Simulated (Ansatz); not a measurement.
# KI (Fm-3m): converging the G0W0 gap

Aim: see how the G0W0 gap of KI (Fm-3m) on PBE moves with empty bands and screening cutoff, and what each rung costs.

Program: Ansatz 0.2.0. Level of theory: G0W0 on PBE, plane waves, PAW. Results are calculated unless marked as measured.

### 1. Set-up

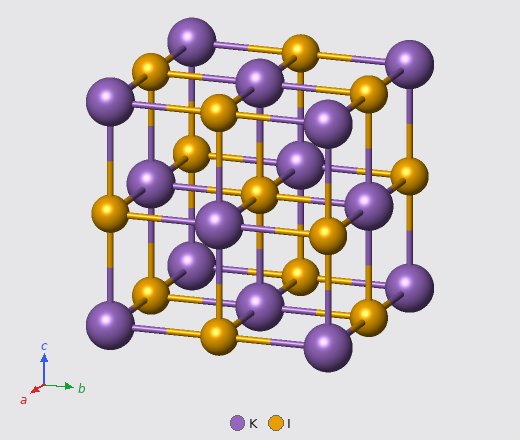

The starting structure, seen slightly off an axis (potassium purple, iodine orange). This picture shows the conventional cell, with its axes. Some periodic images of atoms are drawn too.

The cell and positions come from the Crystallography Open Database and are kept as given unless a step says otherwise. Spin-orbit coupling is left out unless a step names it. The default PAW set here is soft_2. Its files were made with PBE.

### 2. 93 empty bands, screening to 60 eV

Now the one-shot GW correction: screening in the RPA, then the self-energy of the levels asked for.

Contents of input.yaml:

```yaml
crystal:
  lattice:
    - [0.0, 3.532775, 3.532775]
    - [3.532775, 0.0, 3.532775]
    - [3.532775, 3.532775, 0.0]
  atoms:
    - { symbol: K, position: [0.0, 0.0, 0.0] }
    - { symbol: I, position: [0.5, 0.5, 0.5] }
kpoints:
  mp_grid: { grid: [4, 4, 4] }
hamiltonian:
  xc: pbe
scf:
  occupations: { method: fixed }
gw:
  n_empty_bands: 93
  ecut_chi: 60
  qp_bands: [v2, c2]
  qp_kpoints: band_edges
  screening: { model: contour_deformation }
```

The run is started by

```
$ ansatz run input.yaml --threads 3 --pin off --max-ram 92160MiB --backend cuda --events-out ev --progress --plain --runs-dir out --devices 1 --max-vram 13GiB
```

Numbers of over 12 decimals in the logs are rounded to 6 here.

The program printed:

```text
GPUs: using 1 of 1 available (devices: 1).
Engine: ansatz 0.2.0, x86_64-unknown-linux-gnu
Pseudopotentials: kind: paw
Pseudopotential: K, paw, valence charge 9, recommended cutoff 420 eV (normal), K.paw.azcp
Pseudopotential: I, paw, valence charge 17, recommended cutoff 420 eV (normal), I.paw.azcp
Functional definition: PBE
  parameter kappa = 0.804
  parameter beta = 0.066725
  exchange = pbe_x(kappa = kappa, mu = beta*pi^2/3)
  correlation = pbe_c(beta = beta)
device memory: the entry about to start is reckoned to put 1.1 GiB on a device that reports 45.1 GiB free (of which the cap on the GPU budget leaves the run 13.0 GiB)
GPU FFT provider: cuFFT
GPU libraries: cuBLAS 13.8.2, cuFFT 12.4.0, cuSOLVER 12.3.4
Crystal: 2 atoms, lattice volume = 88.182 Å³
Basis set: ecut = 420 eV, 1759 PW (Γ)
Bands: 17, of which v1, the nominal top of the filled ones, is band 13 counted from 1 (12 counted from 0)
Symmetry: 48 space group operations
Space group: Fm-3m (ITA 225), of the structure as read, at distance tolerance 4.5e-5 Å
k-points: 8 of 64
Non-local potential: K, projectors of the file, l = 0: 3, l = 1: 2, l = 2: 2
Non-local potential: I, projectors of the file, l = 0: 2, l = 1: 2, l = 2: 2, l = 3: 2
PAW form: soft (Blöchl's): semilocal exchange-correlation on the pseudo side does not see the compensation charge
PAW one-centre angular grid: K, 110 points (default); XC on 64 Gauss nodes
PAW one-centre angular grid: I, 590 points (default); XC on 64 Gauss nodes
Initial density: superposition of atomic densities (neutral atoms: chi_scale 0, normalization atom), corrected by the library's trained network
Initial wavefunctions: pseudopotential atomic-orbital guess
GPU buffer pool allocated for 46656 grid points (all kernels)
GPU transforms: local potential and band sums: pruned to the plane-wave sphere, on 36×36×36
Functional: x = pbe(κ = 0.804, μ = 0.219515), c = pbe(β = 0.066725)
SCF iter   1: F=—  HF=-9053.689555 eV  |F-HF|=—  |Δ(HF+E_count)|=         —  Δρ=2.60e-4  dr2=7.32e-5  ethr=1.77e-3  ⟨swp⟩=5.4  Hψ=632  notcnv=0  defer=13
preconditioner: auto → none  [insulator: Δε(μ)=3.960 eV  Ē_g=13.738 eV  n_scr=14 (ndim 8)  ℏωp=14.8 eV  f_vac=0.139  ε∞_Penn≈2.2]
SCF iter   2: F=—  HF=-9053.689149 eV  |F-HF|=—  |Δ(HF+E_count)|=   4.06e-4  Δρ=3.39e-4  dr2=2.04e-4  ethr=2.81e-7  ⟨swp⟩=3.2  Hψ=386  notcnv=0  defer=14
SCF iter   3: F=—  HF=-9053.689086 eV  |F-HF|=—  |Δ(HF+E_count)|=   6.24e-5  Δρ=1.78e-4  dr2=5.31e-5  ethr=2.81e-7  ⟨swp⟩=2.1  Hψ=240  notcnv=0  defer=15
SCF iter   4: F=—  HF=-9053.689077 eV  |F-HF|=—  |Δ(HF+E_count)|=   9.61e-6  Δρ=1.66e-5  dr2=2.27e-7  ethr=2.04e-7  ⟨swp⟩=2.0  Hψ=252  notcnv=0  defer=16
iter 5 did not close the SCF: its close was put off for the readings that it lacked (scf_convergence_deferred on its scf_iter line)
SCF iter   5: F=-9053.689078 eV  HF=-9053.689078 eV  |F-HF|=9.36e-8  |Δ(HF+E_count)|=   1.02e-6  Δρ=7.55e-6  dr2=8.77e-8  ethr=8.74e-10  ⟨swp⟩=2.6  Hψ=245  notcnv=0  defer=16
SCF iter   6: F=-9053.689078 eV  HF=-9053.689078 eV  |F-HF|=3.74e-8  |Δ(HF+E_count)|=   2.62e-8  Δρ=4.21e-6  dr2=3.32e-8  ethr=3.37e-10  ⟨swp⟩=5.9  Hψ=727  notcnv=0
SCF 1 converged in 6 iterations: F = -9053.689078 eV  dr2 = 3.32e-8
  greatest PAW one-centre occupation: 0.999 electrons in one spin orbital (limit 2), on the I atom at site 1 (counted from 0), in its partial waves of l = 2
device memory: the entry about to start is reckoned to put 1.6 GiB on a device that reports 45.8 GiB free (of which the cap on the GPU budget leaves the run 13.0 GiB)
NSCF: frozen V_eff on 8 k-points
the band table was solved once the SCF had ended and its energy, with any forces and stress, was formed, with the checks that follow a solve (851 applications of the Hamiltonian). They found nothing against the state; the energy, forces and stress were not computed again (output.eigenvalues in the input reference)
device memory: the entry about to start is reckoned to put 3.5 GiB on a device that reports 46.4 GiB free (of which the cap on the GPU budget leaves the run 13.0 GiB)
NSCF: frozen V_eff on 8 k-points
G₀W₀ screening: q 1/8
[... further progress lines ...]
device memory: the entry about to start is reckoned to put 0.4 GiB on a device that reports 44.6 GiB free (of which the cap on the GPU budget leaves the run 13.0 GiB)
NSCF: frozen V_eff on 1 k-points
SCF converged after 6 iterations
Free energy (F): -9053.689078 eV
Harris-Foulkes:  -9053.689078 eV  (|F-HF|=3.74e-8)
Internal energy: -9053.689078 eV  (E = F + TS)
E sigma→0 (E₀):  -9053.689078 eV
Fermi energy:    2.267639 eV
--- Per-component energies (eV) ---
  E_band       = -521.527736
  E_kinetic    = 443.099407
  E_local      = -2830.562170  (includes V_loc(G=0)·N_el)
  E_nonlocal   = -77.388112
  E_hartree    = 1342.127182
  E_xc         = -263.478542
  E_vxc        = -293.793877  (∫ρ·V_xc dr)
  E_paw        = -5599.054478  (= ΣΔE_a)
  E_vpaw       = -447.126926  (= ΣTr[D̂ρ^β])
  E_aug_tail   = -0.000007  (compensation charges beyond the density's cutoff)
  E_ewald      = -2068.432357
  E_smearing   = -0.000000  (= −TS)
  E_closure    = 0.000000  (closes the sum)
  Σ components = -9053.689078   (vs F -9053.689078, Δ=0.00e0)
--- Band table (eV; the first three rows and the last of 8) ---
  k-point 0: bands = [... 9 lower, -8.2339, 2.2676, 2.2676, 2.2676, 6.2342, 8.7740, 8.7740, 8.7740]
  k-point 1: bands = [... 9 lower, -8.0914, 1.5091, 2.0914, 2.0914, 7.3291, 8.8465, 9.3824, 9.3824]
  k-point 2: bands = [... 9 lower, -7.9566, 0.9497, 1.9315, 1.9315, 7.7954, 9.9767, 10.4316, 10.4316]
  k-point 7: bands = [... 9 lower, -8.0325, 1.5417, 1.5417, 1.6690, 8.7387, 8.7387, 8.9137, 10.4549]
--- G₀W₀: contour deformation, 5 samples at zero and on the imaginary axis and 2 off it, 64 q-points, 93 empty bands' worth ---
  eigenvalues of the whole cell's RPA ε∞ on this k-mesh (on a slab, of 1 + 4πα/V) = 2.6391, 2.6391, 2.6391; static W/v taken at q = 0 is 0.378919
  bands read: the sum over 106 bands ends inside a degenerate multiplet in 2 slots, whose members it reads at an even weight; the widest, k=0: bands 105 to 107 (counted from 1) at 2/3 each
  gw.qp_kpoints: band_edges: 8 of 8 stored k-points solved, in 1 pass; an edge of the gap read off the rows below is read off those points alone
    ik  band        ε_KS         Σx   Σc(E_QP)       V_xc       Z   E_QP_lin       E_QP  E_QP is
     0    12      2.2676   -17.3234     1.8506   -14.1827  0.8043     0.9540     0.9776  root
     0    13      2.2676   -17.3234     1.8506   -14.1827  0.8043     0.9540     0.9776  root
     0    14      6.2342    -4.3249    -2.9382    -7.8581  0.8475     6.8327     6.8292  root
     0    15      8.7740    -3.8696    -3.2035    -8.2146  0.8364     9.9321     9.9154  root
     1    12      2.0914   -17.0243     1.8722   -13.8331  0.8028     0.7469     0.7725  root
     1    13      2.0914   -17.0243     1.8722   -13.8331  0.8028     0.7469     0.7725  root
     1    14      7.3291    -4.6032    -2.9776    -8.2563  0.8415     8.0097     8.0047  root
     1    15      8.8465    -4.3116    -3.1750    -8.4588  0.8319     9.8315     9.8187  root
     2    12      1.9315   -16.7962     1.9017   -13.5479  0.8012     0.5571     0.5848  root
     2    13      1.9315   -16.7962     1.9017   -13.5479  0.8012     0.5571     0.5848  root
     2    14      7.7954    -3.6959    -2.9080    -7.1900  0.8414     8.3853     8.3815  root
     2    15      9.9767    -5.1508    -3.5083    -9.8668  0.8155    11.2117    11.1843  root
     3    12      2.0627   -17.0548     1.8899   -13.8289  0.8027     0.7003     0.7268  root
     3    13      2.0627   -17.0548     1.8899   -13.8289  0.8027     0.7003     0.7268  root
     3    14      7.5635    -4.9101    -3.0693    -8.7634  0.8399     8.3545     8.3476  root
     3    15      7.7990    -3.3334    -3.0029    -7.1863  0.8413     8.6573     8.6490  root
     4    12      1.7263   -16.5482     1.9471   -13.2005  0.7999     0.2944     0.3256  root
     4    13      1.9161   -16.8645     1.9193   -13.5844  0.8012     0.5269     0.5553  root
     4    14      7.9371    -3.6549    -2.9943    -7.4347  0.8399     8.7298     8.7226  root
     4    15      8.9836    -4.9228    -3.2378    -9.0858  0.8306     9.9203     9.9087  root
     5    12      1.7685   -16.5978     1.9392   -13.2611  0.8007     0.3403     0.3710  root
     5    13      1.9413   -16.8251     1.9010   -13.5788  0.8012     0.5685     0.5961  root
     5    14      8.4314    -4.7136    -3.1032    -8.6077  0.8343     9.2303     9.2224  root
     5    15      8.8007    -4.0921    -3.1112    -8.0959  0.8324     9.7040     9.6933  root
     6    12      1.9018   -16.9356     1.9376   -13.6233  0.8012     0.4981     0.5271  root
     6    13      1.9018   -16.9356     1.9376   -13.6233  0.8012     0.4981     0.5271  root
     6    14      7.2091    -3.2346    -2.8894    -6.8775  0.8441     7.9688     7.9626  root
     6    15      8.0416    -4.2416    -3.1315    -8.1555  0.8410     8.8307     8.8239  root
     7    12      1.5417   -16.3903     2.0030   -12.9402  0.7985     0.0597     0.0945  root
     7    13      1.6690   -16.4223     1.9409   -13.0755  0.7991     0.2312     0.2631  root
     7    14      8.7387    -4.0658    -3.1240    -8.1132  0.8328     9.6735     9.6621  root
     7    15      8.7387    -4.0658    -3.1240    -8.1132  0.8328     9.6735     9.6621  root
```

It took 10 s on 1 × NVIDIA H100 80GB HBM3 (shared by 6 runs) with 3 threads of AMD EPYC 7R13 (Zen 3), shared host; peak memory 1 GiB.

This step gave:

- bands summed: 106
- RPA ε∞ on this mesh (eigenvalues): 2.639, 2.639, 2.639
- plane waves in the screening matrix: 89
- q-points in the mesh: 64
- G0W0 gap on the mesh: 5.852 eV
- k of the valence top: 0, 0, 0
- k of the conduction bottom: 0, 0, 0
- starting gap on the mesh: 3.967 eV
- Z at the valence top: 0.8043
- Z at the conduction bottom: 0.8475
- least direct G0W0 gap on the computed points: 5.852 eV

The gap on the mesh goes from 3.97 eV to 5.85 eV, a correction of +1.89 eV. Between the two edge states, bare exchange in place of the xc potential would open the gap by 6.67 eV, and correlation takes back 4.79 eV.

### 3. 263 empty bands, screening to 120 eV

Bands and screening cutoff are moved together, since each hides the error of the other.

input.yaml: that of step 2 with these lines changed.

```diff
@@ -15,4 +15,4 @@
 gw:
-  n_empty_bands: 93
-  ecut_chi: 60
+  n_empty_bands: 263
+  ecut_chi: 120
   qp_bands: [v2, c2]
```

The program printed:

```text
GPUs: using 1 of 1 available (devices: 1).
[...]
GPU FFT provider: cuFFT
GPU libraries: cuBLAS 13.8.2, cuFFT 12.4.0, cuSOLVER 12.3.4
Crystal: 2 atoms, lattice volume = 88.182 Å³
Basis set: ecut = 420 eV, 1759 PW (Γ)
Bands: 17, of which v1, the nominal top of the filled ones, is band 13 counted from 1 (12 counted from 0)
Symmetry: 48 space group operations
[...]
k-points: 8 of 64
[...]
GPU buffer pool allocated for 46656 grid points (all kernels)
[...]
SCF iter   1: F=—  HF=-9053.689555 eV  |F-HF|=—  |Δ(HF+E_count)|=         —  Δρ=2.60e-4  dr2=7.32e-5  ethr=1.77e-3  ⟨swp⟩=5.4  Hψ=632  notcnv=0  defer=13
[...]
SCF iter   6: F=-9053.689078 eV  HF=-9053.689078 eV  |F-HF|=3.74e-8  |Δ(HF+E_count)|=   2.62e-8  Δρ=4.21e-6  dr2=3.32e-8  ethr=3.37e-10  ⟨swp⟩=5.9  Hψ=727  notcnv=0
SCF 1 converged in 6 iterations: F = -9053.689078 eV  dr2 = 3.32e-8
[...]
NSCF: frozen V_eff on 8 k-points
[...]
G₀W₀ screening: q 1/8
[... further progress lines ...]
[...]
SCF converged after 6 iterations
Free energy (F): -9053.689078 eV
[...]
Internal energy: -9053.689078 eV  (E = F + TS)
E sigma→0 (E₀):  -9053.689078 eV
Fermi energy:    2.267639 eV
[...]
--- Band table (eV; the first three rows and the last of 8) ---
  k-point 0: bands = [... 9 lower, -8.2339, 2.2676, 2.2676, 2.2676, 6.2342, 8.7740, 8.7740, 8.7740]
  k-point 1: bands = [... 9 lower, -8.0914, 1.5091, 2.0914, 2.0914, 7.3291, 8.8465, 9.3824, 9.3824]
  k-point 2: bands = [... 9 lower, -7.9566, 0.9497, 1.9315, 1.9315, 7.7954, 9.9767, 10.4316, 10.4316]
  k-point 7: bands = [... 9 lower, -8.0325, 1.5417, 1.5417, 1.6690, 8.7387, 8.7387, 8.9137, 10.4549]
[...]
0    12      2.2676   -17.3234     1.5006   -14.1827  0.8004     0.5878     0.6276  root
     0    13      2.2676   -17.3234     1.5006   -14.1827  0.8004     0.5878     0.6276  root
     0    14      6.2342    -4.3249    -3.0600    -7.8581  0.8466     6.7096     6.7075  root
     0    15      8.7740    -3.8696    -3.3367    -8.2146  0.8350     9.7950     9.7822  root
     1    12      2.0914   -17.0243     1.5375   -13.8331  0.7991     0.3958     0.4377  root
     1    13      2.0914   -17.0243     1.5375   -13.8331  0.7991     0.3958     0.4377  root
     1    14      7.3291    -4.6032    -3.1221    -8.2563  0.8403     7.8632     7.8602  root
     1    15      8.8465    -4.3116    -3.3333    -8.4588  0.8302     9.6692     9.6604  root
[...]
7    12      1.5417   -16.3903     1.7134   -12.9402  0.7953    -0.2472    -0.1950  root
     7    13      1.6690   -16.4223     1.6422   -13.0755  0.7958    -0.0845    -0.0356  root
     7    14      8.7387    -4.0658    -3.2729    -8.1132  0.8313     9.5210     9.5132  root
     7    15      8.7387    -4.0658    -3.2729    -8.1132  0.8313     9.5210     9.5132  root
```

Elapsed: 9.9 s, on 1 × NVIDIA H100 80GB HBM3 (shared by 6 runs) with 3 threads; peak memory 1.2 GiB.

Numbers from this step:

* bands summed: 276
* RPA ε∞ on this mesh (eigenvalues): 2.640, 2.640, 2.640
* plane waves in the screening matrix: 259
* q-points in the mesh: 64
* G0W0 gap on the mesh: 6.080 eV
* k of the valence top: 0, 0, 0
* k of the conduction bottom: 0, 0, 0
* starting gap on the mesh: 3.967 eV
* Z at the valence top: 0.8004
* Z at the conduction bottom: 0.8466
* least direct G0W0 gap on the computed points: 6.080 eV

Against the run with 4×4×4 mesh, 93 empty bands, screening to 60 eV, the gap moves by +0.23 eV.

### 4. 566 empty bands, screening to 200 eV

input.yaml: that of step 3 with these lines changed.

```diff
@@ -15,4 +15,4 @@
 gw:
-  n_empty_bands: 263
-  ecut_chi: 120
+  n_empty_bands: 566
+  ecut_chi: 200.0
   qp_bands: [v2, c2]
```

The program printed:

```text
GPUs: using 1 of 1 available (devices: 1).
[...]
GPU FFT provider: cuFFT
GPU libraries: cuBLAS 13.8.2, cuFFT 12.4.0, cuSOLVER 12.3.4
Crystal: 2 atoms, lattice volume = 88.182 Å³
Basis set: ecut = 420 eV, 1759 PW (Γ)
Bands: 17, of which v1, the nominal top of the filled ones, is band 13 counted from 1 (12 counted from 0)
Symmetry: 48 space group operations
[...]
k-points: 8 of 64
[...]
1    15      8.8465    -4.3116    -3.3993    -8.4588  0.8299     9.6018     9.5944  root
[...]
7    12      1.5417   -16.3903     1.5922   -12.9402  0.7948    -0.3778    -0.3163  root
     7    13      1.6690   -16.4223     1.5188   -13.0755  0.7953    -0.2169    -0.1590  root
     7    14      8.7387    -4.0658    -3.3325    -8.1132  0.8310     9.4603     9.4536  root
     7    15      8.7387    -4.0658    -3.3325    -8.1132  0.8310     9.4603     9.4536  root
[key lines of the parts left out:]
SCF converged after 6 iterations
Free energy (F): -9053.689078 eV
Fermi energy:    2.267639 eV
```

The job ended after 26 s (1 × NVIDIA H100 80GB HBM3 (shared by 6 runs) with 3 threads; peak memory 1.6 GiB; 26 s of CPU time).

Numbers from this step:

```yaml
bands_summed: 579
rpa_eps_infinity_on_this_mesh_eigenvalues: 2.638, 2.638, 2.638
plane_waves_in_the_screening_matrix: 537
g0w0_gap_on_the_mesh: 6.147 eV
k_of_the_valence_top: 0, 0, 0
k_of_the_conduction_bottom: 0, 0, 0
starting_gap_on_the_mesh: 3.967 eV
least_direct_g0w0_gap_on_the_computed_points: 6.147 eV
```

Against the run with 4×4×4 mesh, 263 empty bands, screening to 120 eV, the gap moves by +0.07 eV.

(Continued in part 2 of 2.)

[Paths, hosts, dates, memory and timing lines, banners, echoed tables and standing remarks are left out of the program output.]

[Logs are printed without paths, hosts, clocks, repeated set-up lines and the standing remarks that a program may print on its own settings, such as how far it seeks lower states.]

[Runs of the session that timed out or met a known fault of the program may be left out.]

[Cells called generated may have been cut or substituted from an entry of the Crystallography Open Database or the Materials Project.]

[Hosts, paths, dates, database ids (printed as entryN), source tags and the programs' standing remarks are cut or masked in the printed files.]
